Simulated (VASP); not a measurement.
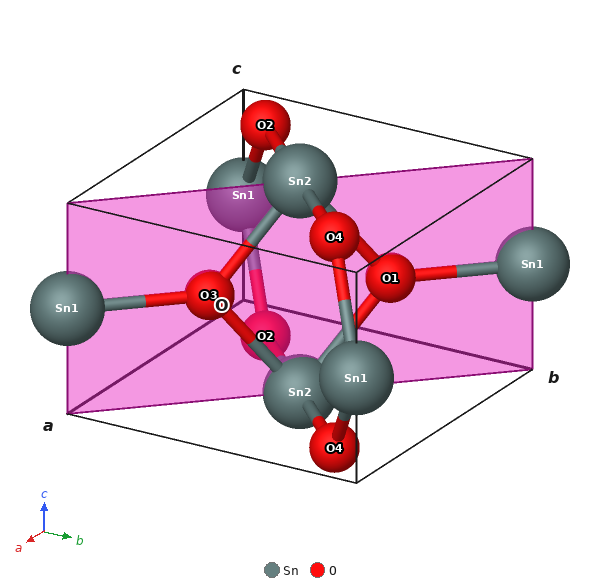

The shaded plane is a symmetry element of the crystal. Crystal: SnO2, the geometry relaxed with VASP Kohn-Sham DFT of a periodic cell, RPBE with D3(BJ), VASP PAW PBE potentials, recommended in VASP 6.6.1. All values are computed from the atomic coordinates in the standard setting (tolerance 0.002 Å).

a = 4.723 Å, b = 4.723 Å, c = 3.199 Å, α = 90.00°, β = 90.00°, γ = 90.00°.

```csv
atom,x,y,z
Sn1,0.0000,0.0000,0.5000
Sn2,0.5000,0.5000,0.0000
O1,0.3054,0.6946,0.5000
O2,0.1946,0.1946,0.0000
O3,0.6946,0.3054,0.5000
O4,0.8054,0.8054,0.0000
```

Question: Is it a mirror or a glide plane, and what is the operation?

Answer: It is a mirror plane, parallel to (1 1 0), through (1/2, 1/2, 1/2): x, y, z → −y+1, −x+1, z.

Question: Onto which atom does it carry each atom (up to whole multiples of a, b and c)?

Answer: Sn1 → Sn1, Sn2 → Sn2, O1 → O1, O2 → O4, O3 → O3, O4 → O2.
